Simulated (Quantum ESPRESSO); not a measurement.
**K: 7 runs along one coordinate**

System: K (Im-3m, 1 atom in the cell).
Method: Kohn-Sham DFT of a periodic cell, PBE, SSSP 1.3 efficiency PBE, no spin polarisation (Quantum ESPRESSO 7.5).

The 7 runs differ only in the geometry, by an even scaling of the cell at fixed fractional positions. The structure derives from a Materials Project entry.

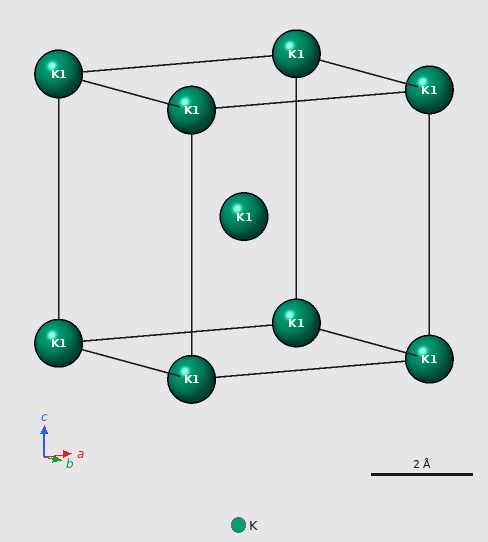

Figure 1. The structure of run 4 (ball-and-stick view of the cell 2 times as large as that of the calculation, set on its symmetry axes, seen at an oblique angle; atoms are numbered from 1 in the order of the input).

## Input of run 4
```
&CONTROL
  calculation = 'scf'
  prefix = 'pwscf'
  outdir = './tmp'
  pseudo_dir = './pseudo'
  tprnfor = .true.
  tstress = .true.
  disk_io = 'nowf'
/
&SYSTEM
  ibrav = 0
  nat = 1
  ntyp = 1
  ecutwfc = 60
  ecutrho = 480
  nbnd = 10
  occupations = 'smearing'
  smearing = 'fd'
  degauss = 0.00367493
/
&ELECTRONS
  conv_thr = 2d-10
  electron_maxstep = 120
  mixing_beta = 0.5
/
ATOMIC_SPECIES
K     39.0983 K.pbe-spn-kjpaw_psl.1.0.0.UPF
CELL_PARAMETERS angstrom
  -2.6975585167    2.6975585167    2.6975585167
   2.6975585167   -2.6975585167    2.6975585167
   2.6975585167    2.6975585167   -2.6975585167
ATOMIC_POSITIONS crystal
K      0.0000000000    0.0000000000    0.0000000000
K_POINTS automatic
7 7 7 0 0 0
```

Command:
```bash
OMP_NUM_THREADS=1 pw.x -in pw.in > pw.out
```

Lattice vectors (Å) and fractional positions of run 4:
```
  -2.697559    2.697559    2.697559
   2.697559   -2.697559    2.697559
   2.697559    2.697559   -2.697559
K   0.000000  0.000000  0.000000
```

Run 5 differs from it as follows:
```diff
-  -2.6975585167    2.6975585167    2.6975585167
-   2.6975585167   -2.6975585167    2.6975585167
-   2.6975585167    2.6975585167   -2.6975585167
+  -2.7154236633    2.7154236633    2.7154236633
+   2.7154236633   -2.7154236633    2.7154236633
+   2.7154236633    2.7154236633   -2.7154236633
```

## Results, with one run withheld

| run | volume per atom (Å³) | free energy per atom, from the lowest run given (meV) | pressure (GPa) |
| --- | --- | --- | --- |
| 1 | 73.807 | 0.00 | −0.02 |
| 2 | 75.378 | 0.43 | −0.09 |
| 3 | 76.948 | 1.53 | −0.16 |
| 4 | 78.519 | 3.24 | −0.21 |
| 5 | 80.089 | ? | ? |
| 6 | 81.659 | 8.25 | −0.32 |
| 7 | 83.230 | 11.44 | −0.36 |

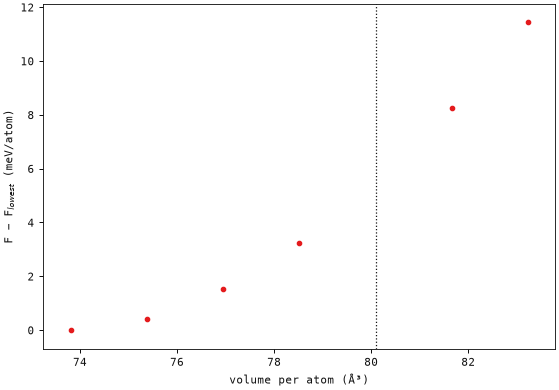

Figure 2. Free energy per atom of the runs given; the dotted line marks run 5.

Estimate the energy of run 5 from the others.

A cubic polynomial in V^(−2/3) (the Birch–Murnaghan form), fitted to the 6 runs given, misses them by under 0.01 meV per atom. With x = V^(−2/3) − 0.05471 Å⁻², it reads F = 2.7824 − 2540.6 x + 5.7946e+05 x² + 36167 x³ (meV per atom). At run 5 it gives 5.50 meV per atom, and the run itself gives 5.50. The slope of the fit gives a pressure −dF/dV of −0.26 GPa there, and the run prints −0.27 GPa. The fit has no minimum inside this range.

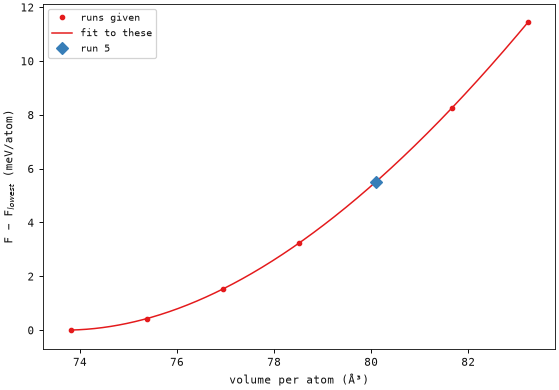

Figure 3. The fit and the withheld run.

## Some lines of the output (run 5)
```
[...]
     unit-cell volume          =     540.4673 (a.u.)^3
     number of k points=    20  Fermi-Dirac smearing, width (Ry)=  0.0037
     total energy              =    -113.01078631 Ry
     total energy              =    -113.01090811 Ry
     total energy              =    -113.01092156 Ry
     total energy              =    -113.01092267 Ry
     total energy              =    -113.01092264 Ry
     total energy              =    -113.01092266 Ry
     the Fermi energy is     1.4567 ev
!    total energy              =    -113.01092266 Ry
     The total energy is F=E-TS. E is the sum of the following terms:
     Computing stress (Cartesian axis) and pressure
          total   stress  (Ry/bohr**3)                   (kbar)     P=       -2.67
```
